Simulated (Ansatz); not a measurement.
Structure of Cr:

```
Cr
1.0
     2.47807    0.00000    0.00000
    -1.23904    2.14607    0.00000
     0.00000    0.00000    6.47225
Cr
3
Direct
  0.00000 0.00000 0.00000
  0.66667 0.33333 0.33333
  0.33333 0.66667 0.66667
```

Structure used: the geometry relaxed with DFT PBEsol, scalar-relativistic, plane waves, PAW in Ansatz; the starting structure was generated, so it need not be a known form of this composition.

Where will the first 2 clear peaks of its neutron PDF lie (peak width σ = 0.12 Å), and from which pairs do they come?

1. 2.53 Å: Cr–Cr at 2.48–2.59 Å
2. 3.58 Å: Cr–Cr at 3.58 Å

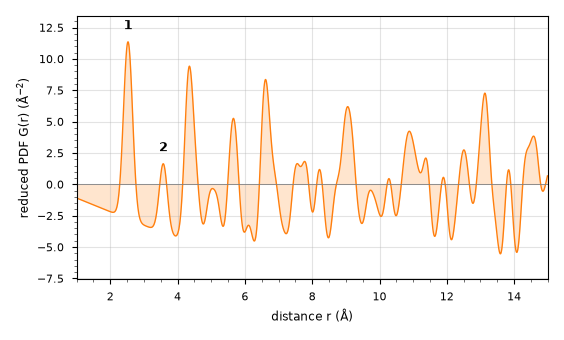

The curve is a calculated neutron PDF: distances of the static structure, each pair weighted by the product of the tabulated coherent neutron scattering lengths (natural isotope mix where the element has one), broadened by Gaussians with σ = 0.12 Å, damped by exp(−(Q_damp r)²/2) with Q_damp = 0.040 Å⁻¹.
